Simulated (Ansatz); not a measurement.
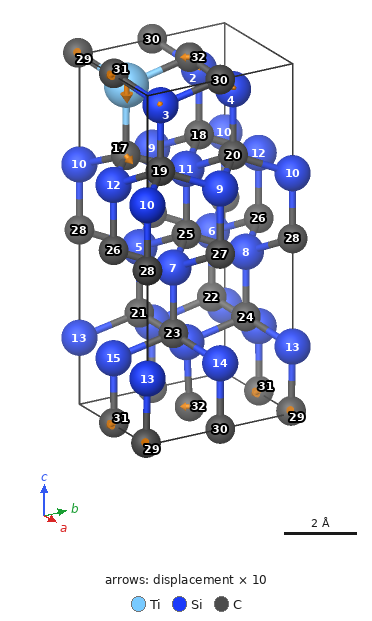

A relaxation of a defect cell of composition TiSi$_{15}$C$_{16}$ (cell charge −1). The starting structure is drawn; orange arrows show the displacements, 10 times their true length.

Style: ball-and-stick. Shown: the cell of the calculation, slightly off an axis.

Case: Ti on a Si site (b), charge -1, atoms relaxed at the host's cell.

Theory: DFT LDA, scalar-relativistic, plane waves, PAW in Ansatz 0.2.0. Settings: plane-wave cutoff 420 eV; k-point mesh 2 × 2 × 2; occupations gaussian; smearing width 0.01 eV; collinear spin; atoms relaxed in a fixed cell; force threshold 0.025 eV/Å; at most 45 steps.

### Describe the change and its energy.

After 4 geometry steps the energy has fallen by 59.7 meV per cell of the calculation. Largest force component: 0.7 eV/Å at the start, 0.0043 eV/Å at the end. The atom that moves furthest is the Ti atom (0.057 Å along [−1 0 −3]). By element the largest moves are Ti 0.057 Å, C 0.035 Å, Si 0.014 Å. The cell doesn't change. Some distances before and after: C–Ti 2.015 → 1.983 Å, C–Si 1.880 → 1.852 Å, C–Si 1.856 → 1.832 Å, C–Si 1.820 → 1.832 Å. Among the angles between lasting bonds that change: C–Ti–C 109.7° → 106.9°, C–Ti–C 109.2° → 112.0°, Ti–C–Si 107.3° → 109.8°. The run took 2 min on 4 threads of Intel(R) Xeon(R) Processor @ 2.50GHz (Skylake/Cascade Lake) (shared host), peak memory 1.4 GiB.

Limits of the set-up: the k-point mesh is coarse for a cell with partly filled bands; the periodic images lie only 6.1 Å apart, so the values are limited by the cell's size; the cell is charged, on a uniform background, and energies carry no finite-size correction.
